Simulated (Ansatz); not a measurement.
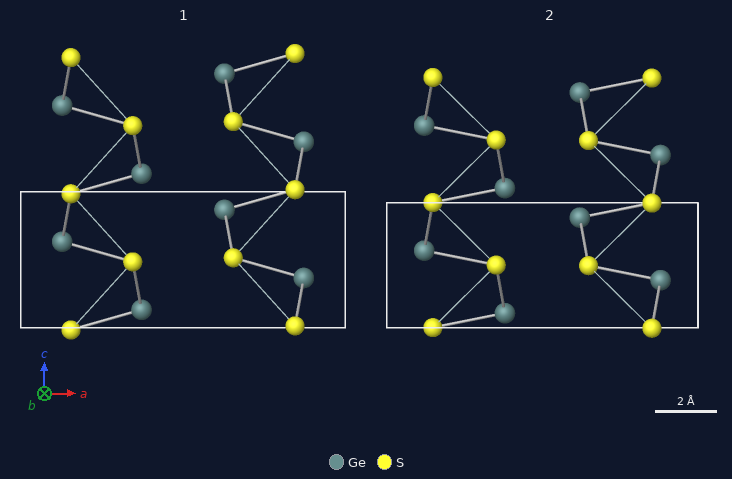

Two geometries of a crystal of GeS (built on the database structure type), drawn at one scale. One is the start of a relaxation, the other its converged end. A polyhedral model of the cell of the calculation, repeated 1 × 1 × 2 with one cell outlined, seen along the b axis.

The calculation used Ansatz 0.2.0, DFT, PBEsol, plane waves, PAW. Settings: plane-wave cutoff 420 eV; k-point mesh 2 × 6 × 6; occupations fermi dirac; smearing width 0.03 eV; no spin polarisation; cell and atoms relaxed; force threshold 0.01 eV/Å; at most 120 steps.

**Which one is relaxed?**

Structure 2 is the relaxed one. The largest moves relative to the cell, 0.099 Å, are those of Ge and S atoms. By element the largest moves are Ge 0.099 Å, S 0.098 Å. Cell: a 10.781 → 10.341 Å (−4.1 %), b 3.603 → 3.666 Å (+1.7 %), c 4.523 → 4.155 Å (−8.1 %). Volume −10.4 %. Among the contacts that change: Ge–S 2.422 → 2.448 Å. Bond angles that change, for instance: Ge–S–Ge 107.2° → 104.1°, S–Ge–S 93.7° → 90.7°. The space group stays Pnma (No. 62). After 6 accepted moves (8 points after the start) the energy has fallen by 22.2 meV per atom. The largest force component goes from 0.13 to 0.00058 eV/Å. Pressure: −1.36 GPa at the start and 0.01 GPa at the end. The line search rejected the trial step at point 3 of the run. The SCF was repeated once at an unchanged geometry on a basis and grid sized afresh for the cell, which shifted the energy by 0.3 meV per atom at most. Cost: 31 s on 4 threads of Arm Neoverse V2 (shared host), peak memory 0.64 GiB.
